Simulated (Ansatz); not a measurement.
The calculation's input:

```
crystal:
  lattice:
    - [3.5230547267, 0.0, 0.0]
    - [0.0, 3.5230547267, 0.0]
    - [0.0, 0.0, 3.5230547267]
  atoms:
    - { symbol: Ni, position: [0.5, 0.5, 0.0], spin: 1.0 }
    - { symbol: Ni, position: [0.5, 0.0, 0.5], spin: 1.0 }
    - { symbol: Ni, position: [0.0, 0.5, 0.5], spin: 1.0 }
    - { symbol: Al, position: [0.0, 0.0, 0.0] }
hamiltonian:
  xc: lda
  pseudopotentials: { kind: paw }
magnetization:
  spin_polarized: true
kpoints:
  mp_grid: { grid: [8, 8, 8] }
scf:
  occupations: { method: fermi_dirac, width: 0.05 }
output:
  forces: true
  stress: true
  write_density: true
  write_potential: true
  elf: true
  volumetric_format: npy
relax:
  f_tol: 0.01
  max_steps: 40
  cell: { stress_tol: 0.05 }
```

Command:

```sh
ansatz run input.yaml --threads 2 --pin off --max-ram 5632MiB --backend cpu --events-out ev --progress --plain --runs-dir out
```

Below, planes, directions and counts refer to the conventional cell (a = 3.48 Å, b = 3.48 Å, c = 3.48 Å, α = 90.00°, β = 90.00°, γ = 90.00°).

The fields are those of the run's last geometry, not of the input's.

Space group Pm-3m; a structure from a database of computed crystals, not necessarily the ambient phase; spin-polarised.

Computed with Kohn-Sham DFT of a periodic cell, LDA, Ansatz PAW (Ansatz).

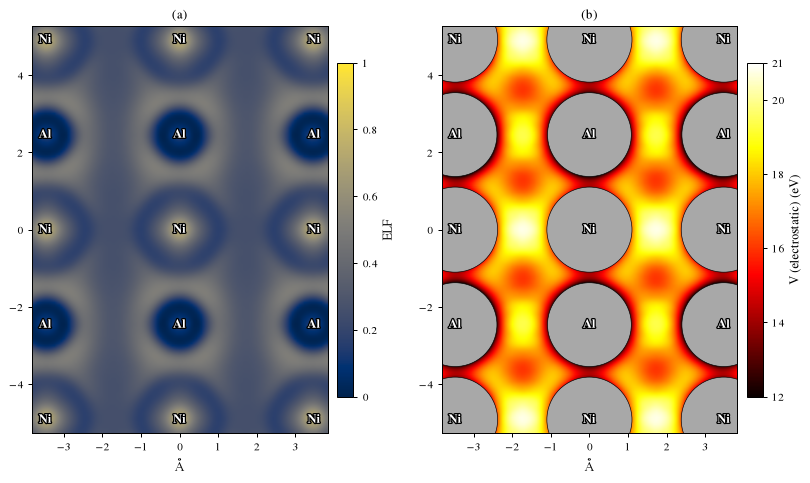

AlNi₃. (a) ELF; (b) electrostatic potential (local pseudopotential plus Hartree) felt by an electron on the (110) plane of the conventional cell. Grey discs cover the atomic cores in the potential map.

> Read the bonding off the picture.

Atoms in the plane: Ni and Al.
Al–Ni (2.46 Å): the ELF is about 0.35 at the midpoint.
The features right at Ni lie inside the PAW spheres, where the map follows smoothed inner orbitals and isn't to be read closely.
Outside the cores the potential energy rises away from the atoms and is highest about 1.7 Å from the nearest atoms; its zero is arbitrary.
